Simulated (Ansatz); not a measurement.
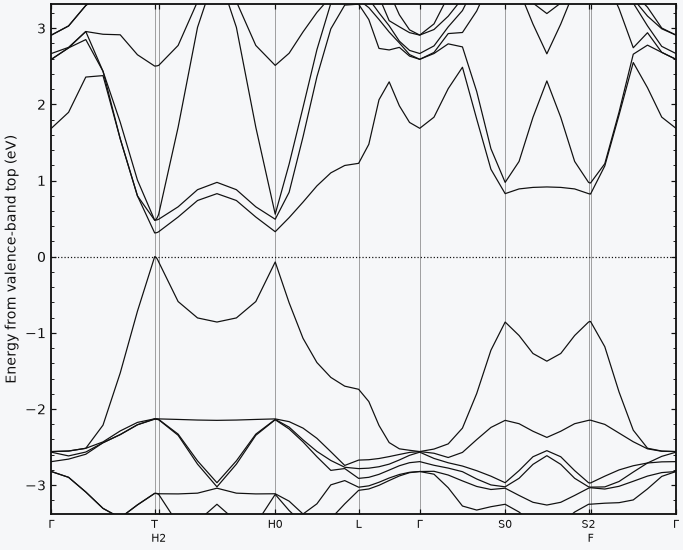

Band structure. Energies are counted from the top of the valence band. The path runs straight from each named point to the next. The path has few k points, so lines between them are rough.

**Which Bravais lattice do the labels of the path belong to?**

A rhombohedral lattice: the path Γ–T–H2–H0–L–Γ–S0–S2–F–Γ runs through the special points of its Brillouin zone.

Structure: CsSnI$_{3}$, space group R3m, 5 atoms in the cell, a structure borrowed from another compound.

Ansatz; DFT with PBEsol, PAW plane waves, no spin polarisation, 4×4×4 k mesh, 420 eV cutoff.

**Is there a gap? Give its size, its kind and where the band edges lie.**

A semiconductor. The gap along this path is 0.31 eV and direct: both edges lie at T.

**How many bands meet at the valence-band top?**

The top valence level at T is a single band, not degenerate (spin aside).

**What are the direct gaps at H2, Γ and F?**

The direct gaps are 0.40 eV at H2, 4.25 eV at Γ and 1.67 eV at F.

**How much do the top valence band and the lowest conduction band disperse along the path?**

The top valence band spans 2.6 eV and the lowest conduction band 2.2 eV.

The structure was built from a prototype or by substitution, so it need not be a known phase. The atoms aren't at rest in this cell (largest force 0.9 eV/Å), so the relaxed material can differ. Spin-orbit coupling is left out, which matters for I.
